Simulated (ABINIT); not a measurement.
# Positron calculation of Bi₂Se₃ (part 2 of 2)

The same run, continued: Bi₂Se₃ (5 atoms in the cell); Kohn-Sham DFT of a periodic cell, PBE, JTH PAW PBE v2.0, no spin polarisation (ABINIT 10.8.3); cutoff 517.02 eV, 6×6×6 k-mesh, fermi-dirac of 0.05 eV. The structure derives from an entry of the Crystallography Open Database.

Geometry of the input (Å; fractional positions):
```
2.0715  1.1960  9.5453
-2.0715  1.1960  9.5453
0.0000  -2.3920  9.5453
Bi 0.5992  0.5992  0.5992
Bi 0.4008  0.4008  0.4008
Se 0.7883  0.7883  0.7883
Se 0.2117  0.2117  0.2117
Se 0.0000  0.0000  0.0000
```

**The program's output, continued**
```
 cartesian coordinates (angstrom) at end:
    1      0.00000000000000     0.00000000058964    17.15869118898139
    2     -0.00000000000000     0.00000000039441    11.47730879262974
    3     -0.00000000000000     0.00000000077572    22.57375878550405
    4      0.00000000000000     0.00000000020832     6.06224119610708
    5      0.00000000000000     0.00000000000000     0.00000000000000

 cartesian forces (hartree/bohr) at end:
    1     -0.00000000000000    -0.00000000000000     0.00360336723747
    2     -0.00000000000000     0.00000000000000    -0.00360336723747
    3     -0.00000000000000     0.00000000000000     0.00348199082483
    4      0.00000000000000    -0.00000000000000    -0.00348199082483
    5      0.00000000000000     0.00000000000000    -0.00000000000000
 frms,max,avg= 1.8297000E-03 3.6033672E-03   0.000E+00  0.000E+00  0.000E+00 h/b

 cartesian forces (eV/Angstrom) at end:
    1     -0.00000000000000    -0.00000000000000     0.18529259335258
    2     -0.00000000000000     0.00000000000000    -0.18529259335258
    3     -0.00000000000000     0.00000000000000     0.17905116726793
    4      0.00000000000000    -0.00000000000000    -0.17905116726793
    5      0.00000000000000     0.00000000000000    -0.00000000000000
 frms,max,avg= 9.4086957E-02 1.8529259E-01   0.000E+00  0.000E+00  0.000E+00 e/A
 length scales= 18.595795313800 18.595795313800 18.595795313800 bohr
              =  9.840471092004  9.840471092004  9.840471092004 angstroms
 Fermi (or HOMO) energy (hartree) =   0.13328   Average Vxc (hartree)=  -0.34317
 Eigenvalues (hartree) for nkpt=  32  k points:
 kpt#   1, nband= 29, wtk=  0.00463, kpt=  0.0000  0.0000  0.0000 (reduced coord)
  -0.72003   -0.72003   -0.71998   -0.71998   -0.71981   -0.71970   -0.71926   -0.71926
  -0.71917   -0.71917   -0.40144   -0.37477   -0.34254   -0.22079   -0.19277    0.04871
   0.05152    0.06038    0.06038    0.06060    0.06060    0.08498    0.08498    0.12923
   0.13730    0.18049    0.18049    0.20754    0.22943
      occupation numbers for kpt#   1
   2.00000    2.00000    2.00000    2.00000    2.00000    2.00000    2.00000    2.00000
   2.00000    2.00000    2.00000    2.00000    2.00000    2.00000    2.00000    2.00000
   2.00000    2.00000    2.00000    2.00000    2.00000    2.00000    2.00000    1.80163
   0.20202    0.00000    0.00000    0.00000    0.00000
 prteigrs : prtvol=0 or 1, do not print more k-points.

--- !EnergyTerms
iteration_state     : {dtset: 1, }
comment             : Components of total free energy in Hartree
kinetic             :  1.95395016987925E+01
hartree             :  4.98425298259882E+01
xc                  : -2.39989179437641E+01
Ewald energy        : -1.21932326290195E+02
psp_core            :  7.49498048439688E+00
local_psp           : -1.54152316658950E+02
PAW spherical_terms :  5.00945689332750E+01
internal            : -1.73111979950457E+02
'-kT*entropy'       : -1.36409164857917E-05
total_energy        : -1.73111993591373E+02
total_energy_eV     : -4.71061732142665E+03
...

--- !EnergyTermsDC
iteration_state     : {dtset: 1, }
comment             : '"Double-counting" decomposition of free energy'
band_energy         : -1.68281174665790E+01
Ewald energy        : -1.21932326290195E+02
psp_core            :  7.49498048439688E+00
xc_dc               : -5.74156747903163E+01
PAW spherical_terms :  1.55691582300998E+01
internal            : -1.73111979832594E+02
'-kT*entropy'       : -1.36409164857917E-05
total_energy_dc     : -1.73111993473510E+02
total_energy_dc_eV  : -4.71061731821943E+03
...

--- !EnergyTermsWithPAWCore
iteration_state     : {dtset: 1, }
comment             : 'Components of total free energy, including PAW core contributions'
Total energy        : -5.03521688297980E+04
Total energy DC     : -5.03521688296802E+04
Total energy (eV)   : -1.37015231435048E+06
Total energy DC (eV): -1.37015231434727E+06
...

 Cartesian components of stress tensor (hartree/bohr^3)
  sigma(1 1)= -6.86755606E-05  sigma(3 2)= -2.66622941E-13
  sigma(2 2)= -6.86755627E-05  sigma(3 1)=  0.00000000E+00
  sigma(3 3)= -6.98914789E-05  sigma(2 1)=  0.00000000E+00

-Cartesian components of stress tensor (GPa)         [Pressure=  2.0324E+00 GPa]
- sigma(1 1)= -2.02050475E+00  sigma(3 2)= -7.84431776E-09
- sigma(2 2)= -2.02050481E+00  sigma(3 1)=  0.00000000E+00
- sigma(3 3)= -2.05627830E+00  sigma(2 1)=  0.00000000E+00

================================================================================
== DATASET  2 ==================================================================

--- !DatasetInfo
iteration_state: {dtset: 2, }
dimensions: {natom: 5, nkpt: 1, mband: 1, nsppol: 1, nspinor: 1, nspden: 1, mpw: 1920, }
cutoff_energies: {ecut:  19.0, pawecutdg:  38.0, }
electrons: {nelect:   1.00000000E+00, charge:   0.00000000E+00, occopt:   2.00000000E+00, tsmear:   1.00000000E-02, }
meta: {optdriver: 0, ionmov: 0, optcell: 0, iscf: 17, paral_kgb: 0, }
...

 mkfilename : getden/=0, take file _DEN from output of DATASET   1.

 Exchange-correlation functional for the present dataset will be:
  GGA: Perdew-Burke-Ernzerhof functional - ixc=11
  J.P.Perdew, K.Burke, M.Ernzerhof, PRL 77, 3865 (1996)

 Real(R)+Recip(G) space primitive vectors, cartesian coordinates (Bohr,Bohr^-1):
 R(1)=  3.9145677  2.2600767 18.0380658  G(1)=  0.1277280  0.0737438  0.0184794
 R(2)= -3.9145677  2.2600767 18.0380658  G(2)= -0.1277280  0.0737438  0.0184794
 R(3)=  0.0000000 -4.5201534 18.0380658  G(3)=  0.0000000 -0.1474876  0.0184794
 Unit cell volume ucvol=  9.5752076E+02 bohr^3
 Angles (23,13,12)=  2.43042731E+01  2.43042731E+01  2.43042731E+01 degrees

 Coarse grid specifications (used for wave-functions):

 getcut: wavevector=  0.0000  0.0000  0.0000  ngfft=  75  75  75
         ecut(hartree)=     19.000   => boxcut(ratio)=   2.02849

 Fine grid specifications (used for densities):

 getcut: wavevector=  0.0000  0.0000  0.0000  ngfft= 108 108 108
         ecut(hartree)=     38.000   => boxcut(ratio)=   2.09305

--- Pseudopotential description ------------------------------------------------
- pspini: atom type   1  psp file is ./Bi.GGA_PBE-JTH.xml
 Pseudopotential format is: paw10
 basis_size (lnmax)=  6 (lmn_size= 18), orbitals=   0   0   1   1   2   2
 Spheres core radius: rc_sph= 2.41230754
 Shapefunction is BESSEL type: shapef(r,l)=aa(1,l)*jl(q(1,l)*r)+aa(2,l)*jl(q(2,l)*r)
 Radius for shape functions =  2.20555141
 Compensation charge density is not taken into account in XC energy/potential

- pspini: atom type   2  psp file is ./Se.GGA_PBE-JTH.xml
 Pseudopotential format is: paw10
 basis_size (lnmax)=  4 (lmn_size=  8), orbitals=   0   0   1   1
 Spheres core radius: rc_sph= 2.21132333
 Shapefunction is BESSEL type: shapef(r,l)=aa(1,l)*jl(q(1,l)*r)+aa(2,l)*jl(q(2,l)*r)
 Radius for shape functions =  2.00656599
 Compensation charge density is not taken into account in XC energy/potential

--------------------------------------------------------------------------------

================================================================================

--- !BeginCycle
iteration_state: {dtset: 2, }
solver: {iscf: 17, nstep: 80, nline: 4, wfoptalg: 10, }
tolerances: {toldfe: 1.00E-09, }
...

     iter   Etot(hartree)      deltaE(h)  residm     nres2
 ETOT  1  -173.09156117211    -1.731E+02 6.452E+01 2.559E+00
 ETOT  2  -173.30474829770    -2.132E-01 1.520E+01 1.129E+00
 ETOT  3  -173.34294642457    -3.820E-02 8.412E-02 4.645E-01
 ETOT  4  -173.36496583169    -2.202E-02 6.474E+00 1.567E-01
 ETOT  5  -173.37889787523    -1.393E-02 3.661E-02 1.152E-01
 ETOT  6  -173.38865598951    -9.758E-03 3.242E+00 1.055E-01
 ETOT  7  -173.39659414958    -7.938E-03 2.114E-02 8.006E-02
 ETOT  8  -173.40404388253    -7.450E-03 2.708E+00 8.870E-02
 ETOT  9  -173.41163979866    -7.596E-03 2.029E-02 1.725E-01
 ETOT 10  -173.41976093630    -8.121E-03 2.935E+00 1.648E-01
[... 57 further cycles ...]
 ETOT 68  -173.50054925164    -5.693E-09 1.779E-06 2.172E-07
 ETOT 69  -173.50054925619    -4.548E-09 1.323E-08 3.488E-07
 ETOT 70  -173.50054925980    -3.609E-09 1.123E-06 3.825E-07
 ETOT 71  -173.50054926268    -2.881E-09 8.374E-09 5.680E-07
 ETOT 72  -173.50054926497    -2.289E-09 7.114E-07 6.535E-07
 ETOT 73  -173.50054926677    -1.807E-09 5.315E-09 4.415E-07
 ETOT 74  -173.50054926823    -1.454E-09 4.516E-07 5.400E-07
 ETOT 75  -173.50054926938    -1.151E-09 3.381E-09 4.930E-07
 ETOT 76  -173.50054927033    -9.484E-10 2.874E-07 1.134E-06
 ETOT 77  -173.50054927106    -7.309E-10 2.155E-09 9.857E-07

 At SCF step   77, etot is converged :
  for the second time, diff in etot=  7.309E-10 < toldfe=  1.000E-09

--- !ResultsGS
iteration_state: {dtset: 2, }
comment   : Summary of ground state results
lattice_vectors:
- [  3.9145677,   2.2600767,  18.0380658, ]
- [ -3.9145677,   2.2600767,  18.0380658, ]
- [  0.0000000,  -4.5201534,  18.0380658, ]
lattice_lengths: [  18.59580,   18.59580,   18.59580, ]
lattice_angles: [ 24.304,  24.304,  24.304, ] # degrees, (23, 13, 12)
lattice_volume:   9.5752076E+02
convergence: {deltae: -7.309E-10, res2:  9.857E-07, residm:  2.155E-09, diffor:  0.000E+00, }
etotal    :  -1.73500549E+02
entropy   :   0.00000000E+00
fermie    :  -3.88555783E-01
cartesian_stress_tensor: null
pressure_GPa: null
xred      :
- [  5.9920E-01,   5.9920E-01,   5.9920E-01, Bi]
- [  4.0080E-01,   4.0080E-01,   4.0080E-01, Bi]
- [  7.8830E-01,   7.8830E-01,   7.8830E-01, Se]
- [  2.1170E-01,   2.1170E-01,   2.1170E-01, Se]
- [  0.0000E+00,   0.0000E+00,   0.0000E+00, Se]
cartesian_forces: null
force_length_stats: {min: null, max: null, mean: null, }
...

 Integrated electronic density in atomic spheres:
 ------------------------------------------------
 Atom  Sphere_radius  Integrated_density
    1        2.41231          0.00395791
    2        2.41231          0.00395791
    3        2.21132          0.02216594
    4        2.21132          0.02216594
    5        2.21132          0.00177214

--------------------------------------------------------------------------------
 Results for electron-positron annihilation:

 # Zero-positron density limit of Arponen and Pajanne fitted by Sterne & Kaiser
   + GGA corrections
   Ref.: P.A. Sterne and J.H. Kaiser, Phys. Rev. B 43, 13892 (1991)
         B. Barbiellini, M.J. Puska, T. Torsti and R.M. Nieminen, Phys. Rev. B 51, 7341 (1995)
 # Enhancement factor of Sterne & Kaiser
   Ref.: P.A. Sterne and J.H. Kaiser, Phys. Rev. B 43, 13892 (1991)

 Positron lifetime                         (ps)   =  2.64034485E+02
 Positron lifetime with IPM for core elec. (ps)   =  2.65696076E+02
 Annihilation rate                         (ns-1) =  3.78738406E+00
 Annihilation rate with IPM for core elec. (ns-1) =  3.76369880E+00

 Annihilation rate core/valence decomposition:
   Core    contribution to ann.rate          (ns-1) =  1.65850205E-01
   Valence contribution to ann.rate          (ns-1) =  3.62153386E+00
   Core    contribution to ann.rate with IPM (ns-1) =  1.31913347E-01
   Valence contribution to ann.rate with IPM (ns-1) =  3.63178545E+00

 Annihilation rate PAW decomposition:
   Plane-wave contribution to ann.rate          (ns-1) =  3.73074314E+00
   Plane-wave valence contribution to ann.rate  (ns-1) =  3.63017504E+00
   On-site core contribution to ann.rate        (ns-1) =  6.52821073E-02
   On-site valence contribution to ann.rate     (ns-1) = -8.64118423E-03
   Plane-wave contribution to ann.rate with IPM (ns-1) =  3.69454265E+00
   Plane-wave core contrb. to ann.rate with IPM (ns-1) =  5.10964040E-02

      (*) IPM=Independent particle Model

================================================================================

 ----iterations are completed or convergence reached----

 Mean square residual over all n,k,spin=   21.549E-10; max=  21.549E-10
 reduced coordinates (array xred) for    5 atoms
       0.599200000000      0.599200000000      0.599200000000
       0.400800000000      0.400800000000      0.400800000000
       0.788300000000      0.788300000000      0.788300000000
       0.211700000000      0.211700000000      0.211700000000
       0.000000000000      0.000000000000      0.000000000000
 rms dE/dt=  0.0000E+00; max dE/dt=  0.0000E+00; dE/dt below (all hartree)
    1       0.000000000000      0.000000000000      0.000000000000
    2       0.000000000000      0.000000000000      0.000000000000
    3       0.000000000000      0.000000000000      0.000000000000
    4       0.000000000000      0.000000000000      0.000000000000
    5       0.000000000000      0.000000000000      0.000000000000

 cartesian coordinates (angstrom) at end:
    1      0.00000000000000     0.00000000058964    17.15869118898139
    2     -0.00000000000000     0.00000000039441    11.47730879262974
    3     -0.00000000000000     0.00000000077572    22.57375878550405
    4      0.00000000000000     0.00000000020832     6.06224119610708
    5      0.00000000000000     0.00000000000000     0.00000000000000
 length scales= 18.595795313800 18.595795313800 18.595795313800 bohr
              =  9.840471092004  9.840471092004  9.840471092004 angstroms
 Fermi (or HOMO) energy (hartree) =  -0.38856   Average Vxc (hartree)=  -0.28984
 Eigenvalues (hartree) for nkpt=   1  k points:
 kpt#   1, nband=  1, wtk=  1.00000, kpt=  0.0000  0.0000  0.0000 (reduced coord)
  -0.38856

--- !EnergyTerms
iteration_state     : {dtset: 2, }
comment             : Components of total free energy in Hartree
kinetic             :  9.46264439555619E-02
local_psp           : -1.72636060640952E+00
PAW spherical_terms : -1.76640803611112E-03
positronic          : -1.63350057049007E+00
electronic          : -1.73111993473510E+02
electron_positron_interaction:  1.24493128269203E+00
total_energy        : -1.73500562761308E+02
total_energy_eV     : -4.72119082719303E+03
...

--- !EnergyTermsDC
iteration_state     : {dtset: 2, }
comment             : '"Double-counting" decomposition of free energy'
band_energy         : -3.88555782963948E-01
PAW spherical_terms :  0.00000000000000E+00
electron_positron_dc: -1.24493129727477E+00
positronic          : -1.63348708023873E+00
electronic          : -1.73111993473510E+02
electron_positron_interaction:  1.24493128269203E+00
total_energy_dc     : -1.73500549271057E+02
total_energy_dc_eV  : -4.72119046010459E+03
...

== END DATASET(S) ==============================================================
================================================================================

 -outvars: echo values of variables after computation  --------
            acell      1.8595795314E+01  1.8595795314E+01  1.8595795314E+01 Bohr
           etotal1    -1.7311199347E+02
           etotal2    -1.7350054927E+02
            fcart1    -8.3854440281E-19 -1.0326602747E-18  3.6033672375E-03
                      -2.2500506079E-19  8.1054694785E-19 -3.6033672375E-03
                      -2.5795698420E-19  1.5206857070E-18  3.4819908248E-03
                       9.6698995994E-19 -2.0548774546E-18 -3.4819908248E-03
                       3.5451648787E-19  7.5630507455E-19 -0.0000000000E+00
            fcart2     9.9999999999E+99  9.9999999999E+99  9.9999999999E+99
                       9.9999999999E+99  9.9999999999E+99  9.9999999999E+99
                       9.9999999999E+99  9.9999999999E+99  9.9999999999E+99
                       9.9999999999E+99  9.9999999999E+99  9.9999999999E+99
                       9.9999999999E+99  9.9999999999E+99  9.9999999999E+99
            rprim      2.1050821440E-01  1.2153697430E-01  9.7000776060E-01
                      -2.1050821440E-01  1.2153697430E-01  9.7000776060E-01
                       0.0000000000E+00 -2.4307394850E-01  9.7000776060E-01
           strten1    -6.8675560635E-05 -6.8675562704E-05 -6.9891478912E-05
                      -2.6662294134E-13  0.0000000000E+00  0.0000000000E+00
           strten2     9.9999999999E+99  9.9999999999E+99  9.9999999999E+99
                       9.9999999999E+99  9.9999999999E+99  9.9999999999E+99
           xangst      6.1758320368E-18  5.8964121127E-10  1.7158691189E+01
                      -1.1566421128E-18  3.9440599611E-10  1.1477308793E+01
                      -2.9375718508E-16  7.7572425225E-10  2.2573758786E+01
                       1.1298000781E-17  2.0832279415E-10  6.0622411961E+00
                       0.0000000000E+00  0.0000000000E+00  0.0000000000E+00
             xred      5.9920000000E-01  5.9920000000E-01  5.9920000000E-01
                       4.0080000000E-01  4.0080000000E-01  4.0080000000E-01
                       7.8830000000E-01  7.8830000000E-01  7.8830000000E-01
                       2.1170000000E-01  2.1170000000E-01  2.1170000000E-01
                       0.0000000000E+00  0.0000000000E+00  0.0000000000E+00
 Calculation completed.
```

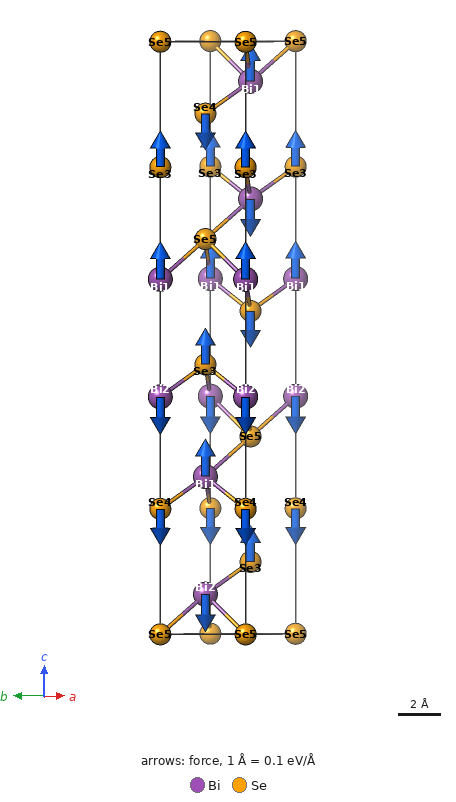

*Forces on the atoms as blue arrows (ball-and-stick view of the cell 3 times as large as that of the calculation, set on its symmetry axes, seen at an oblique angle; atoms are numbered from 1 in the order of the input).*

The largest act on Bi1, Bi2 (0.19 eV/Å); Se3, Se4 (0.18 eV/Å). The geometry is not a stationary point of this energy.
